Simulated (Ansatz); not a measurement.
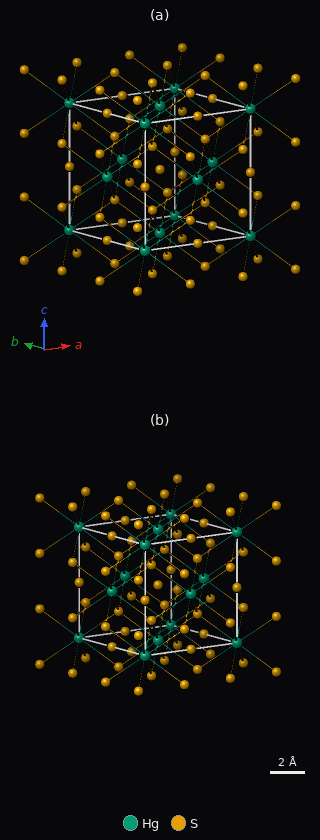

The structure of a crystal of HgS3 (a generated structure, set up in Fm-3m) (coarse preliminary run) before (top) and after (bottom) a relaxation, at one scale.

A ball-and-stick model of the conventional cell (4 times the calculation's cell), seen from a free direction. Lengths and directions refer to the drawn axes.

Theory: DFT PBE, scalar-relativistic, plane waves, PAW in Ansatz.

The input:
```yaml
crystal:
  lattice:
    - [0.0, 3.82406676, 3.82406676]
    - [3.82406676, 0.0, 3.82406676]
    - [3.82406676, 3.82406676, 0.0]
  atoms:
    - { symbol: Hg, position: [0.0, 0.0, 0.0] }
    - { symbol: S, position: [0.75, 0.75, 0.75] }
    - { symbol: S, position: [0.5, 0.5, 0.5] }
    - { symbol: S, position: [0.25, 0.25, 0.25] }
basis:
  ecutwfc: 420
kpoints:
  mp_grid: { grid: [4, 4, 4] }
hamiltonian:
  xc: pbe
scf:
  occupations: { method: gaussian, width: 0.1 }
  lower_state_search: "off"
output:
  forces: true
  stress: true
  eigenvalues: true
relax:
  adjacent_minimum: "off"
  f_tol: 0.04
  max_steps: 70
  cell: { stress_tol: 0.4 }
```

Command:
```bash
ansatz run input.yaml --threads 1 --pin off --max-ram 2048MiB --backend cpu --events-out ev --progress --plain --runs-dir out
```

Question: Summarise the run.

Answer: No atom moves by more than 0.005 Å relative to the cell. Cell: a = b = c 7.648 → 6.667 Å (−12.8 %). Volume −33.8 %. Near-neighbour distances that change, for instance: Hg1–S2 3.312 → 2.887 Å, S2–S3 3.312 → 2.887 Å. The space group stays Fm-3m (No. 225). Over 4 accepted moves (5 points after the start) the energy falls by 1.797 eV per cell of the calculation. All forces vanish by symmetry, so only the cell relaxes. Pressure: −9.88 GPa at the start and −0.14 GPa at the end. The SCF was repeated once at an unchanged geometry on a basis and grid sized afresh for the cell, which shifted the energy by 2.6 meV per cell of the calculation at most.
